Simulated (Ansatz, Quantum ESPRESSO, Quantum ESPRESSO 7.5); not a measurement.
**Band edges of 1T-PbSTe, 1 layer under strain**

How do the band edges of 1T-PbSTe, 1 layer move against the vacuum when the sheet is stretched?

Calculated with Quantum ESPRESSO 7.5; plane-wave DFT, PBE, GBRV ultrasoft pseudopotentials (geometry by Ansatz 0.2.0 with PAW datasets; geometry under PBE).

## 1. The structure

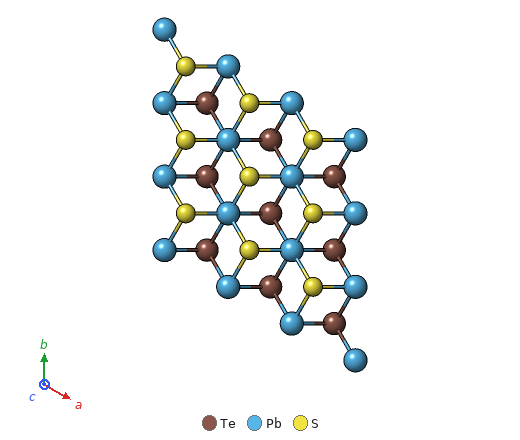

The starting structure, seen from above (tellurium brown, lead blue, sulfur yellow). 3×3×1 cells are drawn. Some periodic images of atoms are drawn too.

The cell holds 3 atoms: 1 Te, 1 Pb and 1 S. Its edges and angles: a = 3.646 Å, b = 3.646 Å, c = 17.833 Å, α = 90.0°, β = 90.0°, γ = 120.0°. It derives from PbSTe. Vacuum lies along c.

This sheet is a model structure: its symmetry is held, and its stability is not tested here.

## 2. Relaxation with Ansatz

The geometry comes first, from a plane-wave PAW code, so that the later runs on this slab share one structure.

input.yaml

```yaml
crystal:
  lattice:
    - [3.645692, 0.0, 0.0]
    - [-1.822846, 3.1572618864, 0.0]
    - [0.0, 0.0, 17.8327315419]
  atoms:
    - { symbol: Te, position: [0.6666666667, 0.3333333333, 0.4205749401] }
    - { symbol: Pb, position: [0.0, 0.0, 0.5166517731] }
    - { symbol: S, position: [0.3333333333, 0.6666666667, 0.5794250599] }
kpoints:
  mp_grid: { grid: [12, 12, 1] }
hamiltonian:
  xc: pbe
scf:
  occupations: { method: fermi_dirac, width: 0.05 }
  convergence: { dr2_threshold: 1.0e-08 }
efield:
  axis: 3
  dipole_correction: true
  ramp_position: 0.97
  ramp_width: 0.04
relax:
  f_tol: 0.01
  cell: { fix: [c, alpha, beta] }
output:
  write_potential: true
  write_density: true
  volumetric_format: npy
```

The run is started by

```console
$ ansatz run input.yaml --threads 2 --pin off --max-ram 4096MiB --backend cpu --events-out ev --progress --plain --runs-dir out
```

Numbers of over 12 decimals in the logs are rounded to 6 here.

What it wrote:

```text
Warning: relax.cell: scf.convergence.dr2_threshold = 1e-8 eV is looser than the 3e-10 eV advised for a relaxation that steers and ends on the stress (1e-10 eV for each atom of the cell: 3). What an SCF threshold leaves in a stress goes as its square root, and in the free energy as the threshold itself, and one threshold admits the most on a small cell: [figures from the program's tests cut] Set scf.convergence.dr2_threshold to 3e-10 eV or tighter. The threshold is an SCF's pass mark: one that does not reach it within its budget of iterations ends unconverged, or closes short of it on a stop that the run arms, and scf.convergence.dr2_threshold's page says what that costs each kind of run
Engine: ansatz 0.2.0, aarch64-unknown-linux-gnu
Pseudopotentials: kind: paw
Pseudopotential: Te, paw, valence charge 16, recommended cutoff 420 eV (normal), Te.paw.azcp
Pseudopotential: Pb, paw, valence charge 14, recommended cutoff 420 eV (normal), Pb.paw.azcp
Pseudopotential: S, paw, valence charge 6, recommended cutoff 420 eV (normal), S.paw.azcp
Functional definition: PBE
  parameter kappa = 0.804
  parameter beta = 0.066725
  exchange = pbe_x(kappa = kappa, mu = beta*pi^2/3)
  correlation = pbe_c(beta = beta)
Crystal: 3 atoms, lattice volume = 205.262 Å³
Basis set: ecut = 420 eV, 3935 PW (Γ), exchange–correlation on 50×50×240 points (8 copies of the dense FFT grid, shifted against one another)
Bands: 22, of which v1, the nominal top of the filled ones, is band 18 counted from 1 (17 counted from 0)
Symmetry: 6 space group operations
Space group: P3m1 (ITA 156), of the structure as read, at distance tolerance 5.9e-5 Å
k-points: 19 of 144 (time reversal used)
Non-local potential: Te, projectors of the file, l = 0: 2, l = 1: 2, l = 2: 2, l = 3: 2
Non-local potential: Pb, projectors of the file, l = 0: 2, l = 1: 2, l = 2: 2, l = 3: 2
Non-local potential: S, projectors of the file, l = 0: 2, l = 1: 2, l = 2: 2
PAW form: soft (Blöchl's): semilocal exchange-correlation on the pseudo side does not see the compensation charge
PAW one-centre angular grid: Te, 590 points (default); XC on 64 Gauss nodes
PAW one-centre angular grid: Pb, 590 points (default); XC on 64 Gauss nodes
PAW one-centre angular grid: S, 110 points (default); XC on 64 Gauss nodes
Initial density: superposition of atomic densities (neutral atoms: chi_scale 0, normalization atom), corrected by the library's trained network
Initial wavefunctions: pseudopotential atomic-orbital guess
Functional: x = pbe(κ = 0.804, μ = 0.219515), c = pbe(β = 0.066725)
SCF iter   1: F=—  HF=-19785.176793 eV  |F-HF|=—  |Δ(HF+E_count)|=         —  Δρ=1.59e-3  dr2=7.10e-3  ethr=1.77e-3  p=-0.002 e·Å  D=-1.69e-3 V/Å  ΔV_dip=0.03 eV  dr2_dipole=4.37e-4  V_vac-E_F(+/−)=4.90/4.87 eV  ⟨swp⟩=11.0  Hψ=3052  notcnv=0
efield: sawtooth ramp at fractional position 0.9700 (set: `efield.ramp_position`, or a place that a band, a saddle search or an elastic batch's reference lends), width 0.0400; the density the first Hamiltonian is built on has a dipole p = -0.002 e·Å; the dipole correction subtracts the counter field D = -1.69e-3 V/Å, which shifts the + side's vacuum level by +0.03 eV against the − side's; the planar-averaged density in the ramp window peaks in size at 3.5e-5 e/Å³
preconditioner: auto → LDOS  [metal: Δε(μ)=0.062 eV  Ē_g=14.478 eV  σ=0.050 eV  W_gap=0.28  n_scr=28 (ndim 8)  ℏωp=13.2 eV  f_vac=0.636  D(μ)=1.50/eV (n_scr^D=6)  β→1.0]
SCF iter   2: F=—  HF=-19785.177903 eV  |F-HF|=—  |Δ(HF+E_count)|=   1.11e-3  Δρ=8.50e-4  dr2=4.27e-3  ethr=1.97e-5  p=-0.005 e·Å  D=-4.83e-3 V/Å  ΔV_dip=0.09 eV  dr2_dipole=1.09e-3  V_vac-E_F(+/−)=4.95/4.86 eV  ⟨swp⟩=3.2  Hψ=1042  notcnv=0
SCF iter   3: F=—  HF=-19785.177149 eV  |F-HF|=—  |Δ(HF+E_count)|=   7.54e-4  Δρ=3.09e-4  dr2=2.11e-4  ethr=1.19e-5  p=-0.011 e·Å  D=-9.35e-3 V/Å  ΔV_dip=0.17 eV  dr2_dipole=8.57e-8  V_vac-E_F(+/−)=4.97/4.80 eV  ⟨swp⟩=2.1  Hψ=792  notcnv=0
SCF iter   4: F=—  HF=-19785.177139 eV  |F-HF|=—  |Δ(HF+E_count)|=   1.02e-5  Δρ=9.77e-5  dr2=3.69e-5  ethr=5.87e-7  p=-0.011 e·Å  D=-9.43e-3 V/Å  ΔV_dip=0.17 eV  dr2_dipole=7.39e-6  V_vac-E_F(+/−)=4.97/4.81 eV  ⟨swp⟩=2.1  Hψ=789  notcnv=0
SCF iter   5: F=—  HF=-19785.177125 eV  |F-HF|=—  |Δ(HF+E_count)|=   1.37e-5  Δρ=3.57e-5  dr2=7.03e-6  ethr=1.02e-7  p=-0.011 e·Å  D=-9.65e-3 V/Å  ΔV_dip=0.17 eV  dr2_dipole=1.68e-6  V_vac-E_F(+/−)=4.98/4.81 eV  ⟨swp⟩=2.0  Hψ=721  notcnv=0
SCF iter   6: F=—  HF=-19785.177141 eV  |F-HF|=—  |Δ(HF+E_count)|=   1.62e-5  Δρ=8.66e-6  dr2=4.23e-7  ethr=1.95e-8  p=-0.011 e·Å  D=-9.79e-3 V/Å  ΔV_dip=0.17 eV  dr2_dipole=7.13e-8  V_vac-E_F(+/−)=4.98/4.80 eV  ⟨swp⟩=2.7  Hψ=749  notcnv=0
SCF iter   7: F=—  HF=-19785.177141 eV  |F-HF|=—  |Δ(HF+E_count)|=   1.20e-7  Δρ=2.61e-6  dr2=5.12e-8  ethr=1.18e-9  p=-0.011 e·Å  D=-9.80e-3 V/Å  ΔV_dip=0.17 eV  dr2_dipole=9.44e-9  V_vac-E_F(+/−)=4.98/4.80 eV  ⟨swp⟩=2.2  Hψ=654  notcnv=0
SCF iter   8: F=-19785.177141 eV  HF=-19785.177141 eV  |F-HF|=5.30e-9  |Δ(HF+E_count)|=   1.87e-8  Δρ=8.65e-7  dr2=2.16e-9  ethr=2.78e-11  p=-0.011 e·Å  D=-9.80e-3 V/Å  ΔV_dip=0.17 eV  dr2_dipole=2.29e-10  V_vac-E_F(+/−)=4.98/4.80 eV  ⟨swp⟩=10.4  Hψ=3098  notcnv=0
SCF 1 converged in 8 iterations: F = -19785.177141 eV  dr2 = 2.16e-9
  greatest PAW one-centre occupation: 0.998 electrons in one spin orbital (limit 2), on the Te atom at site 0 (counted from 0), in its partial waves of l = 2
relax step   1: F+E_penalty+E_count = -19785.17714147 eV  Δ(F+E_penalty+E_count) = +0.000e0 eV  max|allowed force component| = 6.110e0 eV/Å  Δτ_max = 0.0000 Å  P = +12.951 GPa  Ω = 205.262 Å³  fix = [c, alpha, beta]  reactions: c +12.379 GPa  (8 SCF iters, accepted)
Crystal: 3 atoms, lattice volume = 211.860 Å³
Basis set: ecut = 420 eV, 4151 PW (Γ), exchange–correlation on 50×50×240 points (8 copies of the dense FFT grid, shifted against one another)
Initial density: handed on by an earlier stage of this run
Initial wavefunctions: those handed on with the density
iter 1 solved again at ethr=3.23e-4 eV; its pass at ethr=3.10e-3 eV (dr2=1.16e-1 eV) is discarded
SCF iter   1: F=—  HF=-19787.143351 eV  |F-HF|=—  |Δ(HF+E_count)|=         —  Δρ=5.72e-3  dr2=1.18e-1  ethr=3.23e-4  p=-0.011 e·Å  D=-9.80e-3 V/Å  ΔV_dip=0.17 eV  dr2_dipole=2.07e-2  V_vac-E_F(+/−)=4.98/4.81 eV  ⟨swp⟩=1.9  Hψ=3129  notcnv=0
[...]
relax step   7: F+E_penalty+E_count = -19788.20204631 eV  Δ(F+E_penalty+E_count) = -6.366e-3 eV  max|allowed force component| = 4.847e-2 eV/Å  Δτ_max = 0.0356 Å  P = -0.144 GPa  Ω = 228.109 Å³  energy of the carried Pulay correction = -1.225e-3 eV  fix = [c, alpha, beta]  reactions: c -0.107 GPa  (7 SCF iters, accepted)
relax step   8: F+E_penalty+E_count = -19788.20288618 eV  Δ(F+E_penalty+E_count) = -8.399e-4 eV  max|allowed force component| = 4.816e-2 eV/Å  Δτ_max = 0.0191 Å  P = +0.050 GPa  Ω = 226.728 Å³  energy of the carried Pulay correction = -1.155e-3 eV  fix = [c, alpha, beta]  reactions: c +0.083 GPa  (7 SCF iters, accepted)
relax step   9: F+E_penalty+E_count = -19788.20314783 eV  Δ(F+E_penalty+E_count) = -2.616e-4 eV  max|allowed force component| = 1.290e-2 eV/Å  Δτ_max = 0.0131 Å  P = -0.000 GPa  Ω = 226.242 Å³  energy of the carried Pulay correction = -1.130e-3 eV  fix = [c, alpha, beta]  reactions: c -0.010 GPa  (6 SCF iters, accepted)
relax step  10: F+E_penalty+E_count = -19788.20315616 eV  Δ(F+E_penalty+E_count) = -8.336e-6 eV  max|allowed force component| = 1.862e-4 eV/Å  Δτ_max = 0.0015 Å  P = +0.002 GPa  Ω = 226.401 Å³  energy of the carried Pulay correction = -1.138e-3 eV  fix = [c, alpha, beta]  reactions: c +0.002 GPa  (5 SCF iters, accepted)
Basis set: ecut = 420 eV, 4415 PW (Γ), exchange–correlation on 54×54×240 points (8 copies of the dense FFT grid, shifted against one another)
Initial wavefunctions: pseudopotential atomic-orbital guess (no wavefunctions were taken with the density)
iter 1 solved again at ethr=4.70e-7 eV; its pass at ethr=3.10e-3 eV (dr2=1.69e-4 eV) is discarded
SCF iter   1: F=—  HF=-19788.201942 eV  |F-HF|=—  |Δ(HF+E_count)|=         —  Δρ=1.65e-4  dr2=2.89e-6  ethr=4.70e-7  p=-0.050 e·Å  D=-3.97e-2 V/Å  ΔV_dip=0.71 eV  dr2_dipole=9.34e-10  V_vac-E_F(+/−)=6.01/5.30 eV  ⟨swp⟩=3.9  Hψ=3619  notcnv=0
efield: sawtooth ramp at fractional position 0.9700 (set: `efield.ramp_position`, or a place that a band, a saddle search or an elastic batch's reference lends), width 0.0400; the density the first Hamiltonian is built on has a dipole p = -0.050 e·Å; the dipole correction subtracts the counter field D = -3.97e-2 V/Å, which shifts the + side's vacuum level by +0.71 eV against the − side's; the planar-averaged density in the ramp window peaks in size at 4.0e-6 e/Å³
preconditioner: auto → LDOS  [metal: Δε(μ)=0.090 eV  Ē_g=12.478 eV  σ=0.050 eV  W_gap=0.39  n_scr=28 (ndim 8)  ℏωp=12.6 eV  f_vac=0.573  D(μ)=2.88/eV (n_scr^D=8)  β→1.0]
SCF iter   2: F=—  HF=-19788.204061 eV  |F-HF|=—  |Δ(HF+E_count)|=   2.12e-3  Δρ=1.93e-5  dr2=8.40e-7  ethr=8.03e-9  p=-0.050 e·Å  D=-3.96e-2 V/Å  ΔV_dip=0.71 eV  dr2_dipole=2.79e-11  V_vac-E_F(+/−)=6.01/5.30 eV  ⟨swp⟩=2.9  Hψ=819  notcnv=0
SCF iter   3: F=—  HF=-19788.204056 eV  |F-HF|=—  |Δ(HF+E_count)|=   4.80e-6  Δρ=6.75e-6  dr2=4.47e-8  ethr=2.33e-9  p=-0.050 e·Å  D=-3.97e-2 V/Å  ΔV_dip=0.71 eV  dr2_dipole=8.26e-10  V_vac-E_F(+/−)=6.01/5.30 eV  ⟨swp⟩=2.0  Hψ=760  notcnv=0
SCF iter   4: F=-19788.204061 eV  HF=-19788.204061 eV  |F-HF|=1.79e-7  |Δ(HF+E_count)|=   4.21e-6  Δρ=1.31e-6  dr2=3.96e-9  ethr=2.78e-11  p=-0.050 e·Å  D=-3.97e-2 V/Å  ΔV_dip=0.71 eV  dr2_dipole=1.28e-10  V_vac-E_F(+/−)=6.01/5.30 eV  ⟨swp⟩=12.2  Hψ=3375  notcnv=0
SCF 11 converged in 4 iterations: F = -19788.204061 eV  dr2 = 3.96e-9
relax step  11: F+E_penalty+E_count = -19788.20406086 eV  Δ(F+E_penalty+E_count) = -9.047e-4 eV  max|allowed force component| = 1.101e-4 eV/Å  Δτ_max = 0.0000 Å  P = -0.001 GPa  Ω = 226.401 Å³  fix = [c, alpha, beta]  reactions: c -0.000 GPa  stress off target by 8.24e-4 GPa on what of the cell is left free  SCF on the basis re-selected at this cell (its energy is not comparable with the rows above)  (4 SCF iters)
basis re-selected at this cell: Δ(F+E_penalty+E_count) = -9.047e-4 eV, ΔP = -0.002 GPa vs the last step (what re-selecting the basis moved, of the pressure what is left beyond the Pulay correction that the steps carried, after the strain that the cell walked since its last selection, with what the two solves' SCF thresholds leave and, on support functions, any second-order correction that the steps lacked; it is no measure of the basis error at this ecutwfc). The dense FFT grid was sized anew with the basis: this SCF ran on 27×27×120 points, the steps before it on 25×25×120, so part of this shift can come from that change (see relax.cell in the input reference). [rest of the remark cut]
WARN: The input density's exchange-correlation potential varies sharply where the density is thin. Do not read a vacuum level from v_tot or v_xc, or from such a field of the output density. On a cell that repeats whose density bears no net charge and no dipole along the vacuum's axis use v_es (v_loc + v_h of the components); under efield.dipole_correction with no amplitude use v_es + v_field, which holds any external [...]
SCF converged after 4 iterations
Free energy (F): -19788.204061 eV
Harris-Foulkes:  -19788.204061 eV  (|F-HF|=1.79e-7)
Internal energy: -19788.180107 eV  (E = F + TS)
E sigma→0 (E₀):  -19788.192084 eV
Entropy (-TS):   -0.023954 eV (-7.985 meV/atom)
Fermi energy:    -0.505435 eV
Dipole field:    D = -0.039735 V/Å  (p = -0.049715 e·Å, saw-weighted, corrected)
Work function:   Φ+ = 6.0085 eV   Φ− = 5.2999 eV
Levels:          The Fermi level and band energies are counted from a zero that moves with the ramp; work functions are not
--- Per-component energies (eV) ---
  E_band       = -625.973328
  E_kinetic    = 573.046042
  E_local      = -15138.587715  (includes V_loc(G=0)·N_el)
  E_nonlocal   = 69.023198
  E_hartree    = 7456.406006
  E_xc         = -439.556985
  E_vxc        = -320.506187  (∫ρ·V_xc dr)
  E_paw        = -15669.329535  (= ΣΔE_a)
  E_vpaw       = -721.393436  (= ΣTr[D̂ρ^β])
  E_aug_tail   = -0.000144  (compensation charges beyond the density's cutoff)
  E_efield     = 0.000988  (sawtooth field / dipole correction)
  E_vefield    = -0.366418  (∫n·V_field dr)
  E_ewald      = 3360.818038
  E_smearing   = -0.023954  (= −TS)
  E_closure    = -0.000000  (closes the sum)
  Σ components = -19788.204061   (vs F -19788.204061, Δ=0.00e0)
--- Forces (eV/Å), atoms counted from 1 ---
  atom   1  Te     0.00000000    -0.00000000     0.00010785
  atom   2  Pb    -0.00000000     0.00000000    -0.00011123
  atom   3  S      0.00000000    -0.00000000     0.00000010
  max |Σ_I F_I| component: 3.28e-6 eV/Å
--- Stress (GPa, compression-positive) ---
       -0.000824      -0.000000       0.000000
       -0.000000      -0.000824       0.000000
        0.000000       0.000000      -0.000225
  P = ⅓ Tr σ = -0.0006 GPa (-0.006 kbar)
--- Band table (eV; the first three rows and the last of 19) ---
  k-point 0: bands = [... 14 lower, -1.4185, -1.4185, -0.4289, 0.7221, 0.7221, 2.8381, 4.3813, 4.3813]
  k-point 1: bands = [... 14 lower, -1.8405, -1.4967, -0.3066, 0.2984, 0.6166, 3.1143, 3.9075, 4.4412]
  k-point 2: bands = [... 14 lower, -2.3153, -1.7007, -0.9928, 0.0802, 0.3588, 3.0268, 3.8181, 4.5350]
  k-point 18: bands = [... 14 lower, -3.5074, -3.4461, -2.3134, -1.4341, -1.0173, 2.7446, 2.9872, 4.4498]
--- Relaxed structure (10 steps of the walk, 10 accepted, 1 SCFs on fresh bases) ---
  F+E_penalty+E_count = -19788.20406086 eV   max|allowed force component| = 1.101e-4 eV/Å   (the final SCF, on the basis selected at the relaxed cell)
  cell:  # Å, volume = 226.4010 Å³
    - [3.828819, -1.355414728072956e-17, 0]
    - [-1.914410, 3.315855, 0]
    - [0, 0, 17.8327315419]
  atoms:
    - { symbol: Te, position: [0.666667, 0.333333, 0.382822] }
    - { symbol: Pb, position: [1.3293766805409317e-18, 0, 0.523996] }
    - { symbol: S, position: [0.333333, 0.666667, 0.609834] }
```

Run time: 34 s. Hardware: 2 threads of Arm Neoverse V2, shared host; peak memory 0.55 GiB.

Step by step:

```tsv
step	energy less that of the first step (eV)	largest force component (eV/Å)	pressure (GPa)	volume (Å³)
1	0.0000	6.1098	12.95	205.26
2	-1.9462	3.1452	6.57	211.86
3	-2.7688	0.9393	2.40	224.20
4	-2.9391	0.4151	0.75	235.37
5	-2.9990	0.2994	-0.21	236.65
6	-3.0185	0.1126	-0.32	232.55
7	-3.0249	0.0485	-0.14	228.11
8	-3.0257	0.0482	0.05	226.73
9	-3.0260	0.0129	0.00	226.24
10	-3.0260	0.0002	0.00	226.40
11*	-3.0269	0.0001	0.00	226.40
```

Relaxation steps marked * repeat the geometry before them on a plane-wave basis chosen anew for their cell, so energy and pressure can jump there.

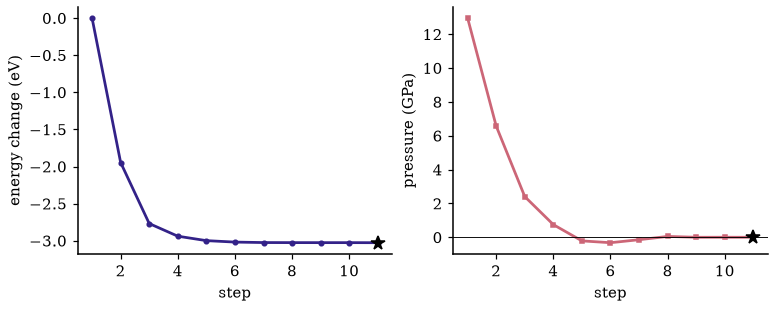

Energy and pressure along the relaxation. Stars mark steps on a basis chosen anew.

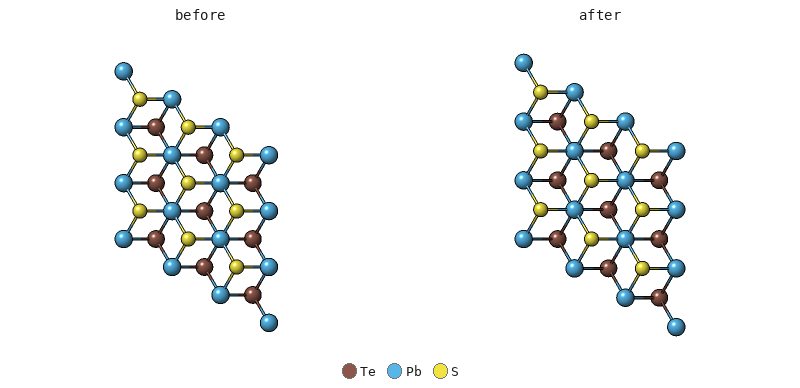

The structure before and after the relaxation, drawn at the same scale.

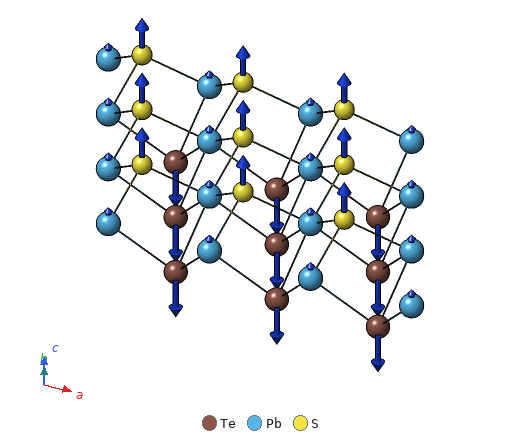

Displacements in the relaxation, exaggerated, measured against the changing cell; the longest in the cell stands for 0.67 Å. 3×3×1 cells are drawn. Some periodic images of atoms are drawn too.

```tsv
cell as run	before	after	change
a (Å)	3.646	3.829	+5.0 %
b (Å)	3.646	3.829	+5.0 %
```

The atoms that moved most (Å, along periodic axes as changes of fractional coordinates times the final cell, across vacuum about the mean position):

```tsv
atom	dx	dy	dz	length
Te1	0.000	0.000	-0.673	0.673
S3	0.000	0.000	0.542	0.542
Pb2	0.000	0.000	0.131	0.131
```

Final coordinates:

```cif
data_structure
_symmetry_space_group_name_H-M 'P 1'
_symmetry_Int_Tables_number 1
_cell_length_a 3.8288
_cell_length_b 3.8288
_cell_length_c 17.8327
_cell_angle_alpha 90.000
_cell_angle_beta 90.000
_cell_angle_gamma 120.000
_cell_volume 226.40
loop_
_atom_site_label
_atom_site_type_symbol
_atom_site_fract_x
_atom_site_fract_y
_atom_site_fract_z
_atom_site_occupancy
Te1 Te 0.66667 0.33333 0.38282 1
Pb2 Pb 0.00000 0.00000 0.52400 1
S3 S 0.33333 0.66667 0.60983 1
```

This step gave:

* free energy: -19788.2041 eV
* energy at zero smearing: -19788.1921 eV
* smearing term TS: 0.02395 eV
* Fermi energy: -0.5054 eV
* symmetry operations: 6
* work function of the upper face: 6.008 eV
* work function of the lower face: 5.300 eV
* dipole along the normal: -0.04971 e·Å

(Part 1 of 2 ends here.)

[Logs are printed without paths, hosts, clocks, repeated set-up lines and the standing remarks that a program may print on its own settings, such as how far it seeks lower states.]

[Hosts, paths, dates, database ids (printed as entryN), source tags and the programs' standing remarks are cut or masked in the printed files.]

[Maps of the electrostatic potential energy from Ansatz leave out the sawtooth potential of an applied field or a dipole correction, so their vacuum need not be flat; planar profiles and work functions include it.]
